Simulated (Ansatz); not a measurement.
# Dy: what the fields show

The calculation's input:

```
crystal:
  lattice:
    - [3.4606504836, 0.0, 0.0]
    - [-1.7303252418, 2.9970112324, 0.0]
    - [0.0, 0.0, 5.5616464924]
  atoms:
    - { symbol: Dy, position: [0.3333333333, 0.6666666667, 0.25], spin: 4.751 }
    - { symbol: Dy, position: [0.6666666667, 0.3333333333, 0.75], spin: -4.751 }
hamiltonian:
  xc: pbesol
  pseudopotentials:
    kind: paw
    azcp:
      Dy: "pseudopotentials/Dy.paw.azcp"
basis:
  ecutwfc: 420
  fft_grid_basis: typed
kpoints:
  mp_grid: { grid: [14, 14, 8], shift: [0, 0, 0] }
magnetization:
  spin_polarized: true
scf:
  occupations: { method: fermi_dirac, width: 0.05 }
  lower_state_search: "off"
output:
  stress: true
  write_density: true
  write_potential: true
  elf: true
  volumetric_format: npy
```

Launched as:

```sh
ansatz run input.yaml --threads 4 --pin off --max-ram 8192MiB --backend cpu --events-out ev --progress --plain --runs-dir out
```

Below, planes, directions and counts refer to the cell of the magnetic structure (a = 3.46 Å, b = 3.46 Å, c = 5.56 Å, α = 90.00°, β = 90.00°, γ = 120.00°).

Space group P6₃/mmc; set up as Dy, hcp; changed on purpose from its base cell (volume × 0.96); the SCF solution may not be the lowest one; no Hubbard U on the f states and no spin–orbit coupling; spin-polarised.

Level of theory: Ansatz, DFT, PBEsol, plane waves (420 eV) with PAW, scalar-relativistic.

Core electrons are frozen (PAW), and the valence fields are smoothed inside the atomic spheres.

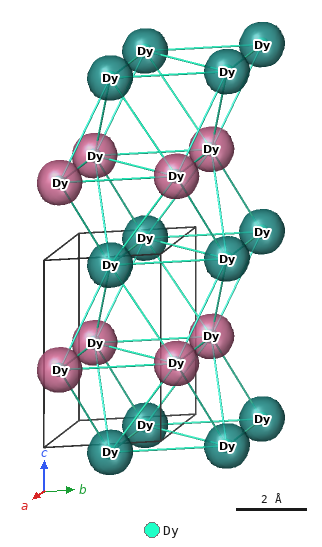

Figure 1. Isosurfaces of the magnetisation density (up minus down) at +0.8 (teal) and −0.8 e/Å³ (pink), seen slightly off an axis. Sticks mark near contacts.

Describe the spin distribution.

Answer. The spin density sits on Dy: +4.8 μB and −4.8 μB in one cell of 2 atoms: antiferromagnetic in this solution, which needn't be the ground state, with some nearest magnetic neighbours parallel and some opposed. The cell of the calculation (2 atoms) carries 0.1 μB of net spin moment.

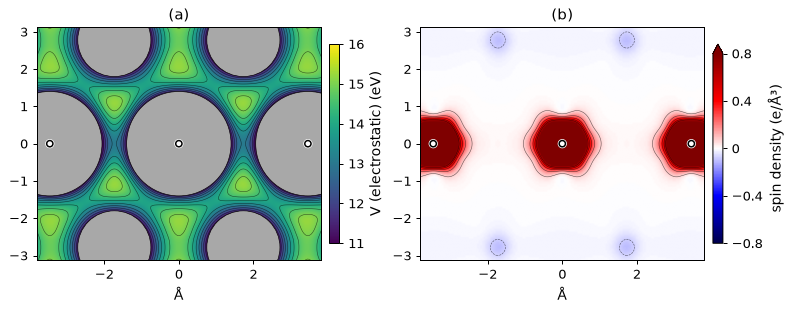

Figure 2. (a) electrostatic potential (local pseudopotential plus Hartree) felt by an electron; (b) spin density (up minus down) on the (100) plane of the cell of the magnetic structure. Circles mark the nuclei in the plane (Dy). Grey discs cover the atomic cores in the potential map.

Describe what can be read from this map.

Answer. Atoms in the plane: Dy. The spin density sits on Dy: +4.8 μB and −4.8 μB in one cell of 2 atoms: antiferromagnetic in this solution, which needn't be the ground state, with some nearest magnetic neighbours parallel and some opposed. The cell of the calculation (2 atoms) carries 0.1 μB of net spin moment. Outside the cores the potential energy rises away from the atoms and is highest about 2.0 Å from the nearest atoms; its zero is arbitrary.
